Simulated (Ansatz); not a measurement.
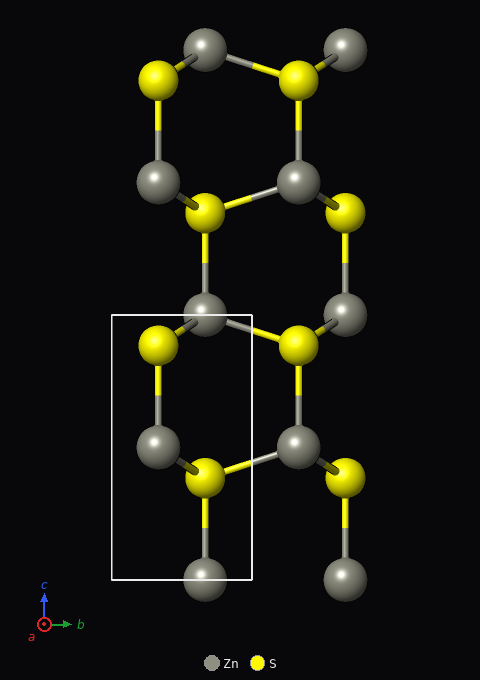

Projection along an edge of the hexagonal mesh, stacking direction c upwards. Every atom sits on one of the three columns of the mesh; call them A, B, C in the order in which they first turn up. The sequence starts with the first layer at or above the cell's origin.

The compound is ZnS (space group P6_3mc, No. 186), taken as a calculation's input that goes back to an entry of the Crystallography Open Database (an earlier step may have relaxed or displaced it).

**Read off the stacking sequence over one period.**

Zn(A) – S(A) – Zn(B) – S(B) (four layers in 6.23 Å).

**How are the S layers alone stacked?**

S layers alone: AB, the hexagonal close-packed type.

**Which positions between or in the S layers do the other atoms fill?**

Zn: two tetrahedral sites, counted in one hexagonal cell.

**What short polytype symbol fits?**

Polytype symbol 2H, the symbol of a tetrahedral polytype (number of double layers in the repeat and lattice).
